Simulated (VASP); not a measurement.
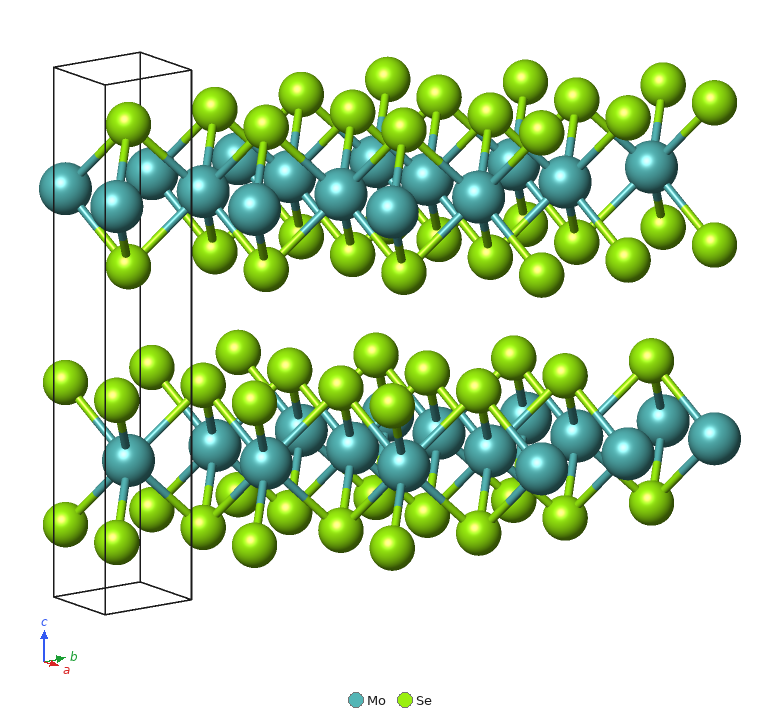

System MoSe2 (space group P6_3/mmc, No. 194); source of the atomic positions: coordinates from a relaxation with VASP Kohn-Sham DFT of a periodic cell, RPBE with D4, VASP PAW PBE potentials, recommended in VASP 6.6.1.

Bonds are taken as Mo–Se below 2.8 Å. The graph is simplified in the usual way: terminal and isolated atoms are pruned, two-connected atoms become edges.

### What kind of net remains, and which atoms are its nodes?

A binodal (3,6)-connected, two-periodic (layers) net: Se is a 3-connected node; Mo is a 6-connected node, in the ratio 2:1.

### Which named net is it?

It is the net of the trigonal-prismatic layers of 2H-MoS2.

### How do the layers lie?

The layers lie parallel to (001).

### Give the first six terms of the coordination sequence (nodes one, two, three … edges away).

Se: 3, 13, 9, 24, 15, 36; Mo: 6, 6, 18, 12, 30, 18.
